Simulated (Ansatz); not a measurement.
System: Si$_{2}$W (slab).

```cif
data_structure
_symmetry_space_group_name_H-M 'P 1'
_symmetry_Int_Tables_number 1
_cell_length_a 3.2025
_cell_length_b 3.2025
_cell_length_c 23.4949
_cell_angle_alpha 90.000
_cell_angle_beta 90.000
_cell_angle_gamma 90.000
_cell_volume 240.96
loop_
_atom_site_label
_atom_site_type_symbol
_atom_site_fract_x
_atom_site_fract_y
_atom_site_fract_z
_atom_site_occupancy
Si1 Si 0.00000 0.00000 0.36178 1
W1 W 0.50000 0.50000 0.41684 1
Si2 Si 0.00000 0.00000 0.47189 1
Si3 Si 0.50000 0.50000 0.52567 1
W2 W 0.00000 0.00000 0.58039 1
Si4 Si 0.50000 0.50000 0.63389 1
```

Theory: DFT PBEsol, scalar-relativistic, plane waves, PAW in Ansatz.

What can the converged valence pseudo-density and electron localisation function tell about the bonding?

Answer. Si–Si (2.54 Å): ρ at the midpoint is about 0.35 e/Å³; the ELF peaks at about 0.55 in the valence shell of Si, 1.0 Å from its nucleus, and is about 0.50 at the midpoint.
Si–W (2.56 Å): ρ is about 0.48 e/Å³ halfway; the ELF peaks at about 0.80 in the valence shell of Si, 0.9 Å from its nucleus, and is about 0.45 at the midpoint.

Metal or insulator at this level of theory?

Answer. It is metallic or semimetallic at this level of theory: no gap opens.

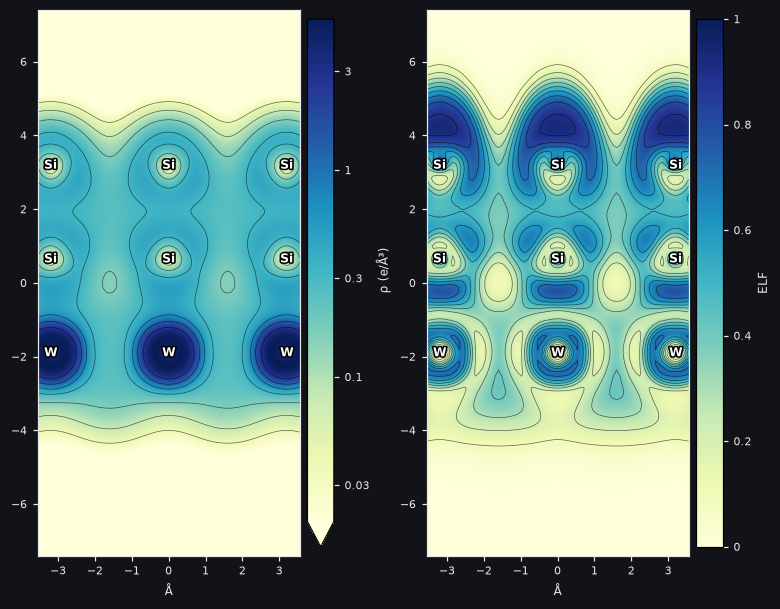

Computed valence pseudo-density and electron localisation function on the (100) plane of the calculation cell, a cut from vacuum to vacuum, in this order. 

Core electrons are frozen (PAW), and the valence fields are smoothed inside the atomic spheres.
